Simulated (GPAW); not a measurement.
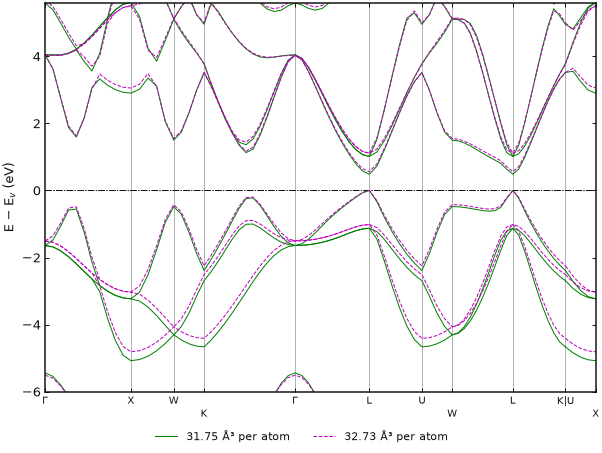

Band structures of rocksalt PbTe, space group Fm-3m, 2 atoms in the primitive cell, in two conditions, on a common k axis. Each is counted from its own valence-band top. Computed with GPAW 26.7.0: PBEsol, PAW data sets generated in the run's folder for this functional, no spin polarisation, no spin-orbit coupling.

**What does the change do to the gap?**

At 31.75 Å³ per atom the gap along the path is 0.48 eV, direct; at 32.73 Å³ per atom the gap along the path is 0.56 eV, direct. The change is 0.07 eV from the first to the second.

The top valence band spans 3.2 eV in the first set and 3.0 eV in the second.

Spin-orbit coupling is left out, which matters for Pb and Te and can close so small a gap. The cell is under a strain of −2 % (hydrostatic).
